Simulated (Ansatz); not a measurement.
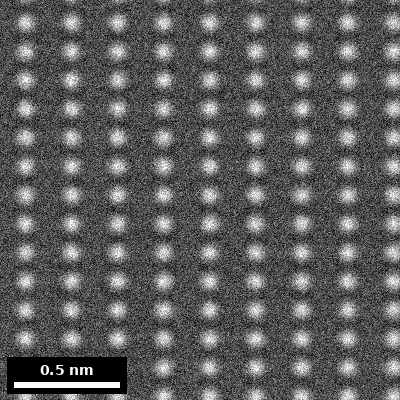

Phase-contrast TEM-like image of Ir (P6_3/mmc, No. 194) along [210]. Simulated in the weak-phase-object approximation with neutral-atom potentials: 300 kV, Cs = −13 µm, defocus +61 Å (negative is underfocus), defocus spread 12 Å, aperture 1.52 1/Å. Shot noise was added. Model: coordinates from a relaxation at fixed volume with DFT HSE06, scalar-relativistic, plane waves, PAW in Ansatz; the starting structure was generated, so it need not be a known form of this composition.

**Do the atom columns appear dark or bright, and why?**

Bright. With negative Cs and overfocus sin χ is positive over the pass band, so the strongest columns (Ir) come out brighter than the background.

**What point resolution do these settings give, and which lattice spacings pass?**

About 0.7 Å (0.66 |Cs|^(1/4) λ^(3/4) with λ = 0.0197 Å). The spacings that carry visible contrast are {002} at 2.18 Å, {110} at 1.36 Å, {112} at 1.16 Å, {004} at 1.09 Å, {114} at 0.85 Å.
